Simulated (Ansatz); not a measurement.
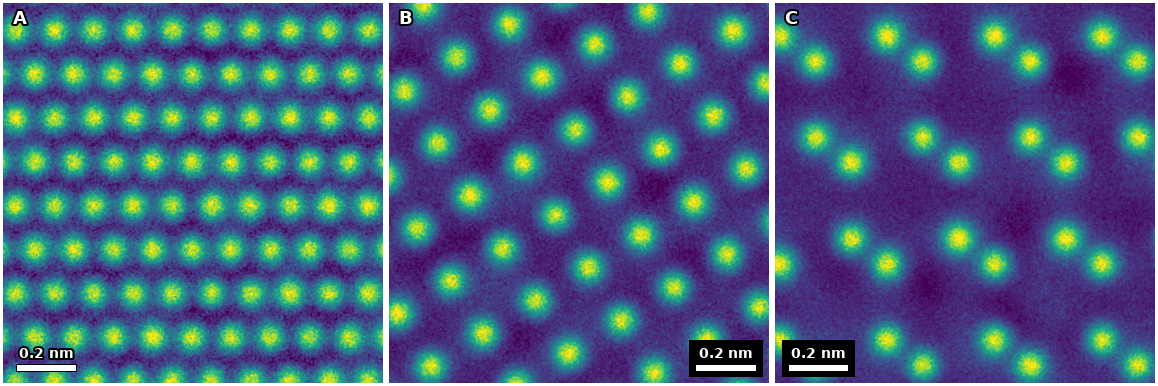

Three views of Ta (Fd-3m, No. 227) along different zone axes. The image is simulated as a sum over atoms of Z^1.7, blurred by a 0.82 Å probe (no channelling). The probe carries 25 % of its weight in a tail 2.5 times as wide. The display is stretched by a gamma of 0.8; percentages refer to the linear signal. Shot noise and the speckle of an amorphous layer were added. Structure: coordinates from a relaxation with DFT PBEsol, scalar-relativistic, plane waves, PAW (Ansatz); the starting structure was generated, so it need not be a known form of this composition.

```
Ta
1.0
     6.00268    0.00000    0.00000
     0.00000    6.00268    0.00000
     0.00000    0.00000    6.00268
Ta
8
Direct
  0.00000 0.00000 0.50000
  0.25000 0.75000 0.25000
  0.00000 0.50000 0.00000
  0.25000 0.25000 0.75000
  0.50000 0.00000 0.00000
  0.75000 0.75000 0.75000
  0.50000 0.50000 0.50000
  0.75000 0.25000 0.25000
```

Match the panels to the zone axes [001], [110] and [210].

A is [210]: projected cell 1.34 × 1.64 Å, 114°, plane group c2mm. B is [001]: projected cell 2.12 × 2.12 Å, 90°, plane group p4mm. C is [110]: projected cell 3.68 × 3.68 Å, 109°, plane group c2mm.
